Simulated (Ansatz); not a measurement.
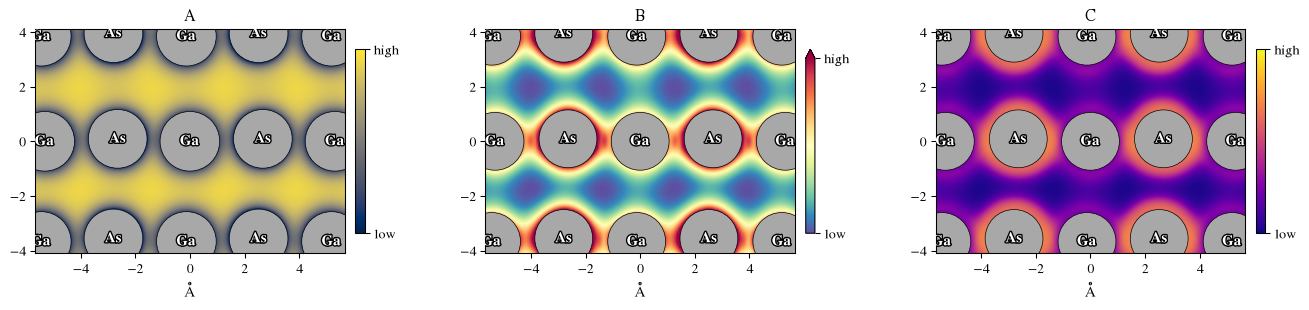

GaAs: 3 fields on the (110) plane of the conventional cell, with unlabelled colour scales. Grey discs cover the atomic cores.

Space group P2₁3; a structure from a database of computed crystals, not necessarily the ambient phase; started from the FeSi-198 prototype, which need not be the ambient phase.

These are results of DFT, r2SCAN+rVV10, plane waves, PAW (Ansatz 0.2.0), not measurements.

Question: The panels show electron localisation function, electrostatic potential energy of an electron and valence pseudo-density in some order. Assign them.

Answer: Panel A: electrostatic potential energy of an electron (low next to the atoms, rising into the space between them). Panel B: valence pseudo-density. Panel C: electron localisation function. From the grid: Ga–As (2.67 Å): ρ is about 0.34 e/Å³ halfway; the ELF is about 0.60 at the midpoint.
